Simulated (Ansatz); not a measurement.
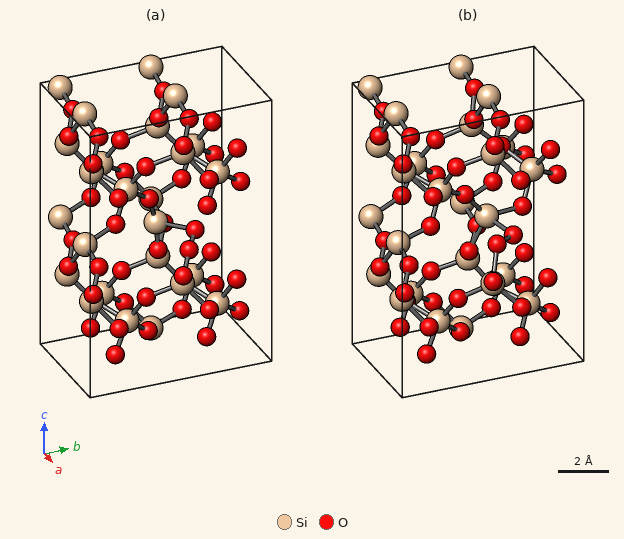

The structure of a defect cell of composition Si₂₄O₄₉ (cell charge −1) before (left) and after (right) a relaxation, at one scale.

Style: ball-and-stick. Shown: the cell of the calculation (origin shifted), slightly off an axis.

The calculation used DFT, PBEsol, PAW, plane waves in Ansatz. Set-up: plane-wave cutoff 420 eV; k-point mesh 1 × 1 × 1; mesh shifted by (0.25, 0.25, 0.25); collinear spin; atoms relaxed in a fixed cell; force threshold 0.03 eV/Å; at most 80 steps.

### Summarise the run.

The energy falls by 16.767 eV per cell of the calculation in 14 geometry steps. Largest force component: 35 eV/Å at the start, 0.024 eV/Å at the end. The largest move is that of a Si atom, 0.80 Å along [2 3 1]. Largest moves by element: Si 0.80 Å, O 0.69 Å. The cell doesn't change. Among the contacts that change: O–O 1.569 → 2.269 Å, O–Si 2.195 → 1.706 Å, O–Si 1.261 → 1.703 Å, Si–Si 3.333 → 2.906 Å. New bonds form, among them: O–Si (2.20 → 1.71 Å). Bond angles that change, for instance: Si–O–O 167.4° → 116.6°, O–Si–O 158.6° → 116.7°, O–Si–O 82.7° → 98.0°. Cost: 25 s on 1 × NVIDIA GB300 Max-Q with 8 threads of Arm Neoverse-V2, peak memory 1.9 GiB.

Limits of the set-up: the cell is charged, on a uniform background, and energies carry no finite-size correction.
